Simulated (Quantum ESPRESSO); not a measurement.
## MgO (Periclase): phonon frequency against volume, with a fit

Wanted: a fit of frequency against volume for MgO (Periclase), tested on a run that is left out of it.

Method: DFT LDA, scalar-relativistic, plane waves, PseudoDojo norm-conserving pseudopotentials, in Quantum ESPRESSO 7.5.

The database entry behind the starting cell differs from later determinations by our own check (about 0.1 % long), so it need not match the best structure at ambient conditions.

**1. The relaxed structure**

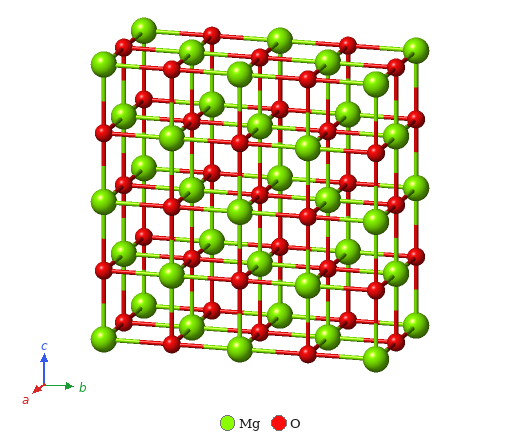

The cell as given, slightly off an axis (magnesium green, oxygen red). 1×2×2 cells are drawn. This picture shows the conventional cell, with its axes. Some periodic images of atoms are drawn too.

This is the cell after its relaxation at this level of theory, not the database cell from which that began.

**2. Runs at several volumes**

The relaxed cell is scaled uniformly; in this structure symmetry fixes all atoms, so nothing has to be relaxed anew. Each volume gets a ground state and a response at Γ. The mode followed is the highest one without the macroscopic field, of symmetry T1u; longitudinal polar modes lie higher. Cutoff 92 Ry, k mesh 12×12×12.

From the response at V/V₀ = 0.94:

Log:

```text
[banners, grids, parts of the stress and lines that vanish by symmetry left out]
Program PHONON v.7.5
     Reading xml data from directory:

[...]
Exchange-correlation= PW
                           (   1   4   0   0   0   0   0)
[...]
kinetic-energy cut-off    =      92.0000  Ry
     charge density cut-off    =     368.0000  Ry
     convergence threshold     =      1.0E-18
[...]
Exchange-correlation= PW
                           (   1   4   0   0   0   0   0)
[...]
q = (   0.0000000   0.0000000   0.0000000 )
     49 Sym.Ops. (with q -> -q+G )
     G cutoff =  552.8711  (  13635 G-vectors)     FFT grid: ( 36, 36, 36)
     number of k points=    72
[...]
Mode symmetry, O_h (m-3m)  point group:
[...]
Dielectric constant
[...]
End of electric fields calculation
          Dielectric constant in cartesian axis
          (       3.111179954       0.000000000       0.000000000 )
          (       0.000000000       3.111179954       0.000000000 )
          (       0.000000000       0.000000000       3.111179954 )
          Effective charges (d Force / dE) in cartesian axis without acoustic sum rule applied (asr)
           atom    1  Mg    Mean Z*:        1.94661
      Ex  (        1.94661       -0.00000       -0.00000 )
      Ey  (       -0.00000        1.94661        0.00000 )
      Ez  (       -0.00000        0.00000        1.94661 )
           atom    2  O     Mean Z*:       -1.94637
      Ex  (       -1.94637        0.00000        0.00000 )
      Ey  (        0.00000       -1.94637       -0.00000 )
      Ez  (        0.00000       -0.00000       -1.94637 )
          Effective charges Sum: Mean:        0.00024
[...]
Effective charges (d Force / dE) in cartesian axis with asr applied:
           atom    1  Mg    Mean Z*:        1.94649
[...]
atom    2  O     Mean Z*:       -1.94649
[...]
Representation #   1 modes #   1   2   3
[...]
End of self-consistent calculation
     Convergence has been achieved
     Representation #   2 modes #   4   5   6
[...]
End of self-consistent calculation
     Convergence has been achieved
[...]
Dielectric constant in cartesian axis
          (       3.111179954       0.000000000       0.000000000 )
          (       0.000000000       3.111179954       0.000000000 )
          (       0.000000000       0.000000000       3.111179954 )
          Effective charges (d Force / dE) in cartesian axis without acoustic sum rule applied (asr)
           atom    1  Mg    Mean Z*:        1.94661
      Ex  (        1.94661       -0.00000       -0.00000 )
      Ey  (       -0.00000        1.94661        0.00000 )
      Ez  (       -0.00000        0.00000        1.94661 )
           atom    2  O     Mean Z*:       -1.94637
      Ex  (       -1.94637        0.00000        0.00000 )
      Ey  (        0.00000       -1.94637       -0.00000 )
      Ez  (        0.00000       -0.00000       -1.94637 )
          Effective charges Sum: Mean:        0.00024
[...]
Effective charges (d Force / dE) in cartesian axis with asr applied:
           atom    1  Mg    Mean Z*:        1.94649
[...]
atom    2  O     Mean Z*:       -1.94649
[...]
q = (    0.000000000   0.000000000   0.000000000 )
[...]
freq (    1) =       0.087602 [THz] =       2.922085 [cm-1]
     freq (    2) =       0.087602 [THz] =       2.922085 [cm-1]
     freq (    3) =       0.087602 [THz] =       2.922085 [cm-1]
     freq (    4) =      14.062117 [THz] =     469.061747 [cm-1]
     freq (    5) =      14.062117 [THz] =     469.061747 [cm-1]
     freq (    6) =      14.062117 [THz] =     469.061747 [cm-1]
[...]
Mode symmetry, O_h (m-3m)  point group:
     freq (   1-   3) =          2.9  [cm-1]   --> T_1u G_15  G_4- I
     freq (   4-   6) =        469.1  [cm-1]   --> T_1u G_15  G_4- I

   JOB DONE.
```

One volume, V/V₀ = 1.03, is held back as a test.

```csv
V/V₀,volume (Å³/atom),pressure (GPa),ω (cm⁻¹)
0.94,8.461,12.10,469.06
0.97,8.731,5.58,438.41
1,9.001,-0.01,409.08
1.03,9.271,-4.80,held back
1.06,9.541,-8.91,353.72
```

**3. The fit**

The mode Grüneisen parameter is γ = −d ln ω / d ln V.

| ln(V/V₀) | ln ω |
| --- | --- |
| -0.0619 | 6.1507 |
| -0.0305 | 6.0832 |
| 0.0000 | 6.0139 |
| 0.0583 | 5.8685 |

A straight line through these points has the slope -2.357, so γ = 2.36; at V/V₀ = 1.03 it predicts ω = exp(6.0090 − 0.0697) = 379.68 cm⁻¹.

A parabola of pressure against ln V through V/V₀ = 0.97, 1 and 1.03 gives the bulk modulus B = −dP/d ln V = 173 GPa at V₀. With ω₀ from the fitted line the pressure coefficient follows as dω/dP = γ ω₀ / B = 2.36 × 407.1 / 173 = 5.56 cm⁻¹/GPa.

**4. The run that was held back**

Log:

```text
[banners, grids, parts of the stress and lines that vanish by symmetry left out]
[banner, memory and clock lines left out]
Program PHONON v.7.5

[...]
Exchange-correlation= PW
                           (   1   4   0   0   0   0   0)
[...]
kinetic-energy cut-off    =      92.0000  Ry
     charge density cut-off    =     368.0000  Ry
     convergence threshold     =      1.0E-18
[...]
Exchange-correlation= PW
                           (   1   4   0   0   0   0   0)
[...]
q = (   0.0000000   0.0000000   0.0000000 )
     49 Sym.Ops. (with q -> -q+G )
     G cutoff =  587.6203  (  15009 G-vectors)     FFT grid: ( 36, 36, 36)
     number of k points=    72
[...]
Mode symmetry, O_h (m-3m)  point group:
[...]
Dielectric constant
[...]
End of electric fields calculation
          Dielectric constant in cartesian axis
          (       3.204381409      -0.000000000      -0.000000000 )
          (      -0.000000000       3.204381409       0.000000000 )
          (      -0.000000000       0.000000000       3.204381409 )
          Effective charges (d Force / dE) in cartesian axis without acoustic sum rule applied (asr)
           atom    1  Mg    Mean Z*:        1.98412
      Ex  (        1.98412       -0.00000       -0.00000 )
      Ey  (       -0.00000        1.98412        0.00000 )
      Ez  (       -0.00000        0.00000        1.98412 )
           atom    2  O     Mean Z*:       -1.98386
      Ex  (       -1.98386       -0.00000       -0.00000 )
      Ey  (       -0.00000       -1.98386        0.00000 )
      Ez  (       -0.00000        0.00000       -1.98386 )
[...]
Representation #   1 modes #   1   2   3
[...]
End of self-consistent calculation
     Convergence has been achieved
     Representation #   2 modes #   4   5   6
[...]
End of self-consistent calculation
     Convergence has been achieved
[...]
Dielectric constant in cartesian axis
          (       3.204381409      -0.000000000      -0.000000000 )
          (      -0.000000000       3.204381409       0.000000000 )
          (      -0.000000000       0.000000000       3.204381409 )
          Effective charges (d Force / dE) in cartesian axis without acoustic sum rule applied (asr)
           atom    1  Mg    Mean Z*:        1.98412
      Ex  (        1.98412       -0.00000       -0.00000 )
      Ey  (       -0.00000        1.98412        0.00000 )
      Ez  (       -0.00000        0.00000        1.98412 )
           atom    2  O     Mean Z*:       -1.98386
      Ex  (       -1.98386       -0.00000       -0.00000 )
      Ey  (       -0.00000       -1.98386        0.00000 )
      Ez  (       -0.00000        0.00000       -1.98386 )
          Effective charges Sum: Mean:        0.00027
[...]
Effective charges (d Force / dE) in cartesian axis with asr applied:
           atom    1  Mg    Mean Z*:        1.98399
[...]
atom    2  O     Mean Z*:       -1.98399
[...]
q = (    0.000000000   0.000000000   0.000000000 )
[...]
freq (    1) =       0.071882 [THz] =       2.397717 [cm-1]
     freq (    2) =       0.071882 [THz] =       2.397717 [cm-1]
     freq (    3) =       0.071882 [THz] =       2.397717 [cm-1]
     freq (    4) =      11.419263 [THz] =     380.905620 [cm-1]
     freq (    5) =      11.419263 [THz] =     380.905620 [cm-1]
     freq (    6) =      11.419263 [THz] =     380.905620 [cm-1]
[...]
Mode symmetry, O_h (m-3m)  point group:
     freq (   1-   3) =          2.4  [cm-1]   --> T_1u G_15  G_4- I
     freq (   4-   6) =        380.9  [cm-1]   --> T_1u G_15  G_4- I
```

It gives 380.91 cm⁻¹ against the predicted 379.68 cm⁻¹, a miss of 1 cm⁻¹.

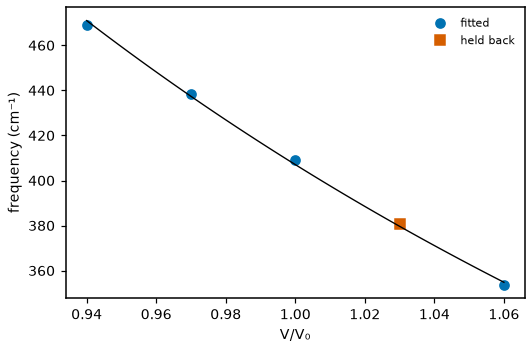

Frequency against volume, with the power-law fit.

**5. Results**

| Quantity | Value |
| --- | --- |
| mode Grüneisen parameter | 2.357 |
| bulk modulus | 173 GPa |
| pressure coefficient | 5.56 cm⁻¹/GPa |

The highest optical mode of MgO (Periclase) without the LO-TO term stiffens by 5.56 cm⁻¹ a GPa near the relaxed volume, with γ = 2.36. The power law meets all 5 runs within 0.49 %; between neighbouring volumes γ runs from 2.15 to 2.58. Such a coefficient turns a measured shift of this mode into a hydrostatic stress; uniaxial or biaxial stress splits the mode and needs deformation potentials. These are harmonic values at zero temperature for the structure held cubic, which a run at Γ can't show to be stable; the bulk modulus rests on three points.

[Host names and launcher messages were left out of these logs when they were recorded.]

[Logs are printed without paths, hosts, clocks, repeated set-up lines and the standing remarks that a program may print on its own settings, such as how far it seeks lower states.]

[Hosts, paths, dates, database ids (printed as entryN), source tags and the programs' standing remarks are cut or masked in the printed files.]
